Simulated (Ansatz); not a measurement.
# BN: field-gradient calculation (part 2 of 2)

BN (P6₃mc, 32 atoms in the cell); DFT, PBE, plane-wave PAW, default files, scalar-relativistic, no spin polarisation (Ansatz 0.2.0); cutoff 420 eV, 4×4×3 k-mesh, fixed occupations. It belongs to a series of runs on one base structure; here: core holes.

## Output, continued
```
--- PAW observables at the nuclei: V_zz in 10²¹ V/m², potentials from the cell's mean, atoms counted from 1 ---
  atom   1  B  V_zz =    +0.077312   η = 0.0000   by run symmetry: allowed   C_q = +0.0759 MHz
            electrostatic potential = -327.879149 V   contact ρ = 485.927968 e/Å³
  atom   2  B  V_zz =    +0.077312   η = 0.0000   by run symmetry: allowed   C_q = +0.0759 MHz
            electrostatic potential = -327.879149 V   contact ρ = 485.927968 e/Å³
  atom   3  B  V_zz =    +0.077312   η = 0.0000   by run symmetry: allowed   C_q = +0.0759 MHz
            electrostatic potential = -327.879149 V   contact ρ = 485.927968 e/Å³
  atom   4  B  V_zz =    +0.077312   η = 0.0000   by run symmetry: allowed   C_q = +0.0759 MHz
            electrostatic potential = -327.879149 V   contact ρ = 485.927968 e/Å³
  atom   5  B  V_zz =    +0.077312   η = 0.0000   by run symmetry: allowed   C_q = +0.0759 MHz
            electrostatic potential = -327.879149 V   contact ρ = 485.927968 e/Å³
  atom   6  B  V_zz =    +0.077312   η = 0.0000   by run symmetry: allowed   C_q = +0.0759 MHz
            electrostatic potential = -327.879149 V   contact ρ = 485.927968 e/Å³
  atom   7  B  V_zz =    +0.077312   η = 0.0000   by run symmetry: allowed   C_q = +0.0759 MHz
            electrostatic potential = -327.879149 V   contact ρ = 485.927968 e/Å³
  atom   8  B  V_zz =    +0.077312   η = 0.0000   by run symmetry: allowed   C_q = +0.0759 MHz
            electrostatic potential = -327.879149 V   contact ρ = 485.927968 e/Å³
  atom   9  B  V_zz =    +0.077312   η = 0.0000   by run symmetry: allowed   C_q = +0.0759 MHz
            electrostatic potential = -327.879149 V   contact ρ = 485.927968 e/Å³
  atom  10  B  V_zz =    +0.077312   η = 0.0000   by run symmetry: allowed   C_q = +0.0759 MHz
            electrostatic potential = -327.879149 V   contact ρ = 485.927968 e/Å³
  atom  11  B  V_zz =    +0.077312   η = 0.0000   by run symmetry: allowed   C_q = +0.0759 MHz
            electrostatic potential = -327.879149 V   contact ρ = 485.927968 e/Å³
  atom  12  B  V_zz =    +0.077312   η = 0.0000   by run symmetry: allowed   C_q = +0.0759 MHz
            electrostatic potential = -327.879149 V   contact ρ = 485.927968 e/Å³
  atom  13  B  V_zz =    +0.077312   η = 0.0000   by run symmetry: allowed   C_q = +0.0759 MHz
            electrostatic potential = -327.879149 V   contact ρ = 485.927968 e/Å³
  atom  14  B  V_zz =    +0.077312   η = 0.0000   by run symmetry: allowed   C_q = +0.0759 MHz
            electrostatic potential = -327.879149 V   contact ρ = 485.927968 e/Å³
  atom  15  B  V_zz =    +0.077312   η = 0.0000   by run symmetry: allowed   C_q = +0.0759 MHz
            electrostatic potential = -327.879149 V   contact ρ = 485.927968 e/Å³
  atom  16  B  V_zz =    +0.077312   η = 0.0000   by run symmetry: allowed   C_q = +0.0759 MHz
            electrostatic potential = -327.879149 V   contact ρ = 485.927968 e/Å³
  atom  17  N  V_zz =    +0.477119   η = 0.0000   by run symmetry: allowed   C_q = +0.2358 MHz
            electrostatic potential = -518.092316 V   contact ρ = 1411.261191 e/Å³
  atom  18  N  V_zz =    +0.477119   η = 0.0000   by run symmetry: allowed   C_q = +0.2358 MHz
            electrostatic potential = -518.092316 V   contact ρ = 1411.261191 e/Å³
  atom  19  N  V_zz =    +0.477119   η = 0.0000   by run symmetry: allowed   C_q = +0.2358 MHz
            electrostatic potential = -518.092316 V   contact ρ = 1411.261191 e/Å³
  atom  20  N  V_zz =    +0.477119   η = 0.0000   by run symmetry: allowed   C_q = +0.2358 MHz
            electrostatic potential = -518.092316 V   contact ρ = 1411.261191 e/Å³
  atom  21  N  V_zz =    +0.477119   η = 0.0000   by run symmetry: allowed   C_q = +0.2358 MHz
            electrostatic potential = -518.092316 V   contact ρ = 1411.261191 e/Å³
  atom  22  N  V_zz =    +0.477119   η = 0.0000   by run symmetry: allowed   C_q = +0.2358 MHz
            electrostatic potential = -518.092316 V   contact ρ = 1411.261191 e/Å³
  atom  23  N  V_zz =    +0.477119   η = 0.0000   by run symmetry: allowed   C_q = +0.2358 MHz
            electrostatic potential = -518.092316 V   contact ρ = 1411.261191 e/Å³
  atom  24  N  V_zz =    +0.477119   η = 0.0000   by run symmetry: allowed   C_q = +0.2358 MHz
            electrostatic potential = -518.092316 V   contact ρ = 1411.261191 e/Å³
  atom  25  N  V_zz =    +0.477119   η = 0.0000   by run symmetry: allowed   C_q = +0.2358 MHz
            electrostatic potential = -518.092316 V   contact ρ = 1411.261191 e/Å³
  atom  26  N  V_zz =    +0.477119   η = 0.0000   by run symmetry: allowed   C_q = +0.2358 MHz
            electrostatic potential = -518.092316 V   contact ρ = 1411.261191 e/Å³
  atom  27  N  V_zz =    +0.477119   η = 0.0000   by run symmetry: allowed   C_q = +0.2358 MHz
            electrostatic potential = -518.092316 V   contact ρ = 1411.261191 e/Å³
  atom  28  N  V_zz =    +0.477119   η = 0.0000   by run symmetry: allowed   C_q = +0.2358 MHz
            electrostatic potential = -518.092316 V   contact ρ = 1411.261191 e/Å³
  atom  29  N  V_zz =    +0.477119   η = 0.0000   by run symmetry: allowed   C_q = +0.2358 MHz
            electrostatic potential = -518.092316 V   contact ρ = 1411.261191 e/Å³
  atom  30  N  V_zz =    +0.477119   η = 0.0000   by run symmetry: allowed   C_q = +0.2358 MHz
            electrostatic potential = -518.092316 V   contact ρ = 1411.261191 e/Å³
  atom  31  N  V_zz =    +0.477119   η = 0.0000   by run symmetry: allowed   C_q = +0.2358 MHz
            electrostatic potential = -518.092316 V   contact ρ = 1411.261191 e/Å³
  atom  32  N  V_zz =    +0.477119   η = 0.0000   by run symmetry: allowed   C_q = +0.2358 MHz
            electrostatic potential = -518.092316 V   contact ρ = 1411.261191 e/Å³
--- Band table (eV; the first three rows and the last of 8) ---
  k-point 0: bands = ["-9.0238", "-7.5571", "-7.5571", "-4.8773", "-4.8773", "-4.8773", "-4.8287", "-4.1245", "-4.1245", "-4.1245", "-4.1245", "-4.1245", "-4.1245", "-3.5925", "-3.5925", "-3.5925", "0.4818", "1.3982", "1.3982", "1.3982", "1.3982", "1.3982", "1.3982", "1.9363", "1.9363", "1.9363", "3.6340", "3.6340", "3.6340", "4.5333", "4.5333", "4.5333", "5.7356", "5.7356", "6.4721", "6.4721", "6.4721", "7.0409", "7.0409", "7.0409", "7.6988", "7.6988", "7.6988", "7.6988", "7.6988", "7.6988", "7.8893", "7.8893", "7.8893", "7.8893", "7.8893", "7.8893", "9.3663", "9.3663", "9.3669", "9.3669", "9.3669", "10.3214", "10.3214", "10.3214", "10.3214", "11.2229", "11.5059", "11.5059", "18.1430", "18.1430", "18.1430", "18.1430", "18.1430", "18.1430", "18.2792", "18.2792", "18.2792", "19.5069", "19.5069", "19.5069", "19.9425", "19.9425", "20.1485", "21.1120", "21.1120", "21.1778", "21.5093", "21.5093", "21.5093", "21.5093", "21.6238", "21.6238", "21.6238", "21.6238", "21.6238", "21.6238", "22.1837", "22.1837", "22.1837", "22.4347"]
  k-point 1: bands = ["-8.8565", "-8.3599", "-6.5091", "-5.4041", "-4.7758", "-4.7758", "-4.7758", "-4.4968", "-4.4968", "-4.4968", "-3.8009", "-3.8009", "-3.8009", "-3.6331", "-3.6331", "-3.6331", "1.2027", "1.2027", "1.2027", "1.3534", "1.5581", "1.5581", "1.5581", "2.1117", "2.1117", "2.1117", "3.0731", "3.0731", "3.0731", "3.3257", "5.2807", "5.2807", "5.2807", "6.6209", "6.6209", "6.6209", "6.6878", "6.6878", "6.6878", "7.0486", "7.0486", "7.0486", "7.5720", "7.5720", "7.5720", "8.2019", "8.2019", "8.2019", "8.2190", "8.4534", "8.4534", "8.4534", "9.1019", "9.1019", "9.1019", "9.4845", "9.4845", "9.8221", "9.8221", "10.3193", "10.8767", "10.8767", "11.3281", "11.3281", "18.0672", "18.0672", "18.0672", "18.3518", "18.3518", "18.3518", "18.4297", "18.4297", "18.4297", "18.8539", "18.8539", "18.8539", "20.1432", "20.1432", "20.5244", "20.7015", "20.7015", "20.9722", "21.1503", "21.1698", "22.1537", "22.1537", "22.1537", "22.4139", "22.4139", "22.4139", "22.4156", "22.4156", "22.6535", "22.7068", "22.7068", "22.7068"]
  k-point 2: bands = ["-8.6815", "-7.2322", "-7.2322", "-6.1521", "-5.1301", "-5.1301", "-4.9679", "-4.9679", "-4.5683", "-4.2120", "-4.2120", "-4.2120", "-4.2120", "-3.2799", "-3.2799", "-3.2798", "0.8205", "1.9804", "1.9804", "1.9804", "1.9804", "2.2158", "2.2158", "2.5445", "2.7352", "2.7352", "3.2896", "4.0103", "4.0103", "4.4571", "4.4571", "5.1395", "5.6520", "5.6520", "5.8328", "5.8328", "6.4622", "6.4622", "6.4622", "6.4622", "6.7879", "7.3662", "7.3662", "7.6283", "7.6283", "7.9086", "7.9976", "7.9976", "8.1471", "8.1471", "8.1471", "8.1471", "8.2618", "8.5181", "8.5181", "8.7721", "9.0388", "9.0388", "9.6359", "9.8143", "9.8143", "10.2904", "10.8853", "11.1560", "18.4213", "18.5173", "18.5173", "18.5768", "18.5768", "19.1629", "19.1629", "19.1629", "19.1629", "19.4955", "19.9768", "19.9768", "20.0515", "20.5842", "20.6036", "20.7041", "20.7041", "22.1342", "22.1342", "22.1357", "22.1372", "22.1372", "22.1614", "22.3410", "22.3410", "22.3410", "22.3410", "22.3911", "22.3911", "22.6905", "22.6905", "23.1760"]
  k-point 7: bands = ["-7.8479", "-7.3697", "-6.5822", "-6.5822", "-6.1417", "-6.1417", "-5.6120", "-4.5972", "-4.5821", "-4.5821", "-4.0567", "-3.8624", "-3.7568", "-3.7568", "-3.4683", "-3.4061", "2.1603", "2.2245", "2.2540", "2.8257", "2.8771", "2.8771", "3.3091", "3.3091", "3.6989", "3.7438", "3.7553", "3.8795", "4.3351", "4.3351", "4.7412", "4.7412", "5.2863", "5.4394", "5.4394", "5.8418", "5.8418", "6.1330", "6.2754", "6.3514", "6.7381", "6.7381", "6.8069", "6.8069", "6.8591", "7.0173", "7.2696", "7.3492", "7.5662", "8.0766", "8.0955", "8.0955", "8.2322", "8.5550", "8.7684", "8.7684", "8.9302", "8.9302", "9.1673", "9.1913", "9.1913", "9.3757", "9.9668", "10.0238", "17.6893", "19.2865", "19.3361", "19.3361", "19.3987", "19.3987", "19.7283", "19.8939", "20.4330", "20.4330", "20.5190", "20.5190", "20.6809", "21.1098", "21.4327", "21.5589", "21.6658", "21.7081", "21.7435", "21.7435", "22.0664", "22.0664", "22.1464", "22.7820", "22.9246", "23.1720", "23.1873", "23.1873", "23.3446", "23.3446", "23.5786", "23.8804"]
--- Core levels from the valence top (as output.core_levels.counted_from types it; a hole's nearest image at 5.1 Å) ---
  the holes have spin, beside a run without
  atom         alike  shell      binding/eV   shift/eV difference/eV images/eV   SCF
  B 0             16     1s         188.782     +0.000       176.584    +0.689    10
  N 16            16     1s         396.665     +0.000       384.488    +0.689    10
  the dataset of B with a 1s hole: scattering error 0.000 eV (0.000 eV in the local channel); free atom: scalar-relativistic, large and small components
  the dataset of N with a 1s hole: scattering error 0.002 eV (0.002 eV in the local channel); free atom: scalar-relativistic, large and small components
  the highest filled level without a hole stands at 11.5059 eV, at the point (0.0000, 0.0000, 0.0000)
  B 0 1s: the alignment adds +0.0033 eV (standard deviation 0.0655 over 27 far atoms)
  N 16 1s: the alignment adds -0.0172 eV (standard deviation 0.0781 over 27 far atoms)
  a level is its difference with the images' term at an eps_inf of [4.548, 4.548, 4.714], the alignment and the highest filled level
```

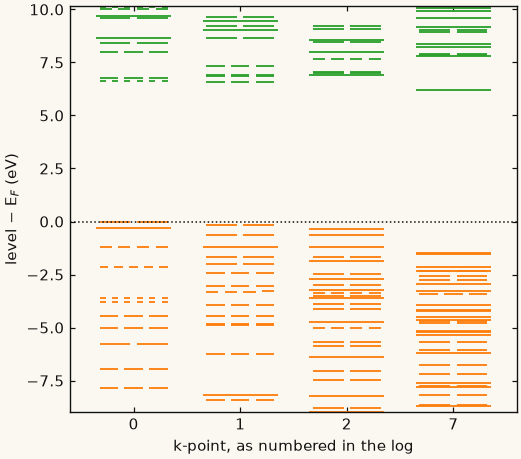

Figure 1. Kohn–Sham levels near the Fermi level (dotted) at the few k-points that the log prints; levels within 0.02 eV of each other stand side by side. Among these points the highest filled and lowest empty levels are 6.18 eV apart; the gap on the full mesh, 5.50 eV, has an edge at a point that isn't printed.

## Results in brief

```csv
quantity,value
outcome,converged
space group (tolerance 0.01 Å),P6₃mc (186)
electrons treated,128
free energy,−8675.7645 eV
Fermi energy,11.506 eV
gap on the k-point mesh,5.50 eV
field gradient V_zz (10²¹ V/m²),"B 0.0773, B 0.0773, B 0.0773, B 0.0773, B 0.0773, B 0.0773, B 0.0773, B 0.0773 (the first 8 of 32 sites)"
largest force (length of the vector),0.001 eV/Å
wall time,1.8 min
peak memory,0.63 GiB
```
